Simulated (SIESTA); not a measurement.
## A series of single points on CaSe

System: CaSe (2 atoms in the cell).
Method: Kohn-Sham DFT of a periodic cell, PBEsol, PseudoDojo 0.4 standard, converted to PSML, no spin polarisation (SIESTA 5.4.2).

The 7 runs differ only in the geometry, by an even scaling of the cell at fixed fractional positions. The structure derives from an entry of the Crystallography Open Database.

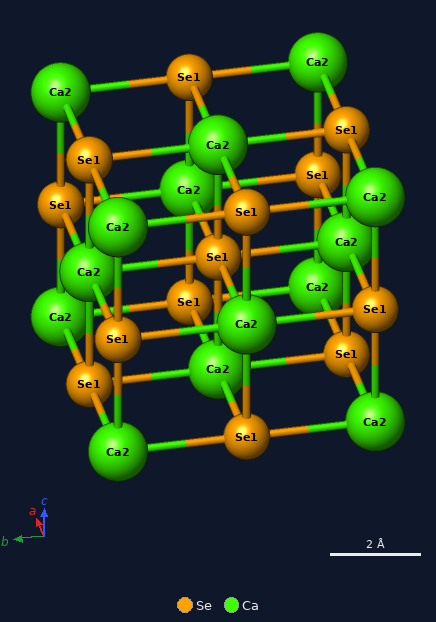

Figure 1. The structure of run 4 (ball-and-stick view of the cell 4 times as large as that of the calculation, set on its symmetry axes, seen at an oblique angle; atoms are numbered from 1 in the order of the input). An atom can appear more than once, as a periodic image.

### Input of run 4
```
SystemName                      CaSe
SystemLabel                     CaSe
NumberOfSpecies                 2
NumberOfAtoms                   2
%block ChemicalSpeciesLabel
  1  34 Se
  2  20 Ca
%endblock ChemicalSpeciesLabel

LatticeConstant                 1.0 Ang
%block LatticeVectors
     0.0000000000     2.9560000000     2.9560000000
     2.9560000000     0.0000000000     2.9560000000
     2.9560000000     2.9560000000     0.0000000000
%endblock LatticeVectors
AtomicCoordinatesFormat         Fractional
%block AtomicCoordinatesAndAtomicSpecies
     0.5000000000     0.5000000000     0.5000000000  1  Se
     0.0000000000     0.0000000000     0.0000000000  2  Ca
%endblock AtomicCoordinatesAndAtomicSpecies

%block kgrid.MonkhorstPack
    8   0   0  0.0
    0   8   0  0.0
    0   0   8  0.0
%endblock kgrid.MonkhorstPack
XC.Functional                   GGA
XC.Authors                      PBEsol
PAO.BasisSize                   DZP
PAO.EnergyShift                 0.003 Ry
Mesh.Cutoff                     800 Ry
OccupationFunction              FD
ElectronicTemperature           0.05 eV
MaxSCFIterations                120
SCF.MustConverge                false
SCF.Mixer.Method                Pulay
SCF.Mixer.Weight                0.25
SCF.Mixer.History               8
SCF.DM.Tolerance                5.0e-05
SCF.H.Tolerance                 1.0e-03 eV
WriteForces                     true
Charge.Mulliken                 end
%block PAO.Basis
  Se 4
  n=4 0 2
    5.129 0.000
  n=4 1 2
    6.708 0.000
  n=3 2 2
    2.662 0.000
  n=4 2 1
    6.708
  Ca 5
  n=3 0 2
    3.547 0.000
  n=4 0 2
    9.500 0.000
  n=3 1 2
    4.089 0.000
  n=4 1 1
    9.500
  n=3 2 1
    7.000
%endblock PAO.Basis
```

Command:
```bash
siesta < CaSe.fdf > CaSe.out 2>&1
```

Run 5 differs from it as follows:
```diff
-     0.0000000000     2.9560000000     2.9560000000
-     2.9560000000     0.0000000000     2.9560000000
-     2.9560000000     2.9560000000     0.0000000000
+     0.0000000000     2.9755767295     2.9755767295
+     2.9755767295     0.0000000000     2.9755767295
+     2.9755767295     2.9755767295     0.0000000000
```

### Results, with one run withheld

| run | volume per atom (Å³) | free energy per atom, from the lowest run given (meV) | pressure (GPa) | gap on the mesh (eV) |
| --- | --- | --- | --- | --- |
| 1 | 24.280 | 5.94 | 2.10 | 1.86 |
| 2 | 24.796 | 1.14 | 0.91 | 1.91 |
| 3 | 25.313 | 0.00 | −0.18 | 1.97 |
| 4 | 25.829 | 2.23 | −1.18 | 2.02 |
| 5 | 26.346 | ? | ? | ? |
| 6 | 26.863 | 15.26 | −2.80 | 2.10 |
| 7 | 27.379 | 25.47 | −3.53 | 2.14 |

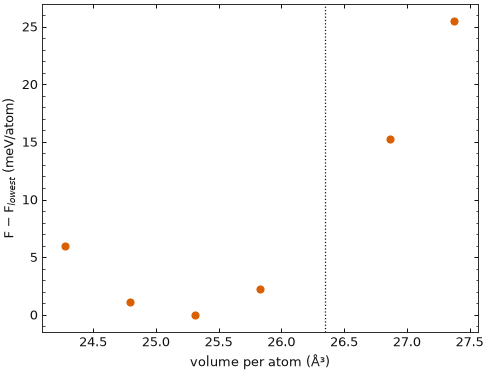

Figure 2. Free energy per atom of the runs given; the dotted line marks run 5.

What should run 5 give?

A cubic polynomial in V^(−2/3) (the Birch–Murnaghan form), fitted to the 6 runs given, misses them by at most 0.02 meV per atom. With x = V^(−2/3) − 0.11481 Å⁻², it reads F = 1.4144 − 1970.9 x + 6.6571e+05 x² + 1.2521e+06 x³ (meV per atom). At run 5 it gives 7.41 meV per atom, and the run itself gives 7.45. The slope of the fit gives a pressure −dF/dV of −2.04 GPa there, and the run prints −2.03 GPa. The fit has its minimum at 25.218 Å³ per atom, where V d²F/dV² gives 51.3 GPa: the bulk modulus at this level, since symmetry fixes the shape and the positions. The gap on the mesh goes, without turning, from 1.86 eV in run 1 to 2.14 eV in run 7; run 5 has 2.06 eV. These are gaps of this functional on this mesh, which can miss the band edges; they aren't the measured gap.

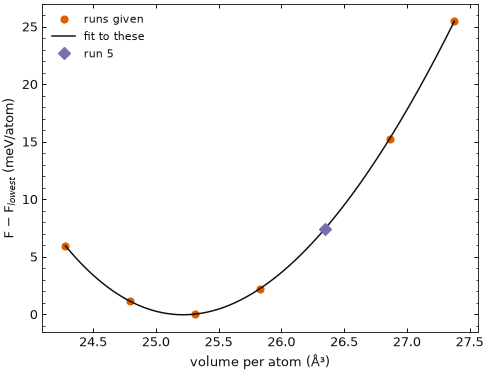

Figure 3. The fit and the withheld run.

### Some lines of the output (run 5)
```
[...]
outcell: Cell volume (Ang**3)        :     52.6919
stepf: Fermi-Dirac step function
siesta: Etot    =     -4350.454500
siesta: FreeEng =     -4350.454500
        iscf     Eharris(eV)        E_KS(eV)     FreeEng(eV)     dDmax    Ef(eV) dHmax(eV)
siesta: E_KS(eV) =            -4350.5362
siesta: E_KS - E_eggbox =     -4350.5362
siesta: Etot    =     -4350.536241
siesta: FreeEng =     -4350.536241
siesta:         Fermi =      -5.637609
siesta: Cell volume =         52.691851 Ang**3
    Orbital volume contribution        =           2.639656 eV
```

Notes: Points of doubt noted for this run: mulliken charges of long orbitals. With a small basis of atomic orbitals these values can differ much from converged plane-wave results.
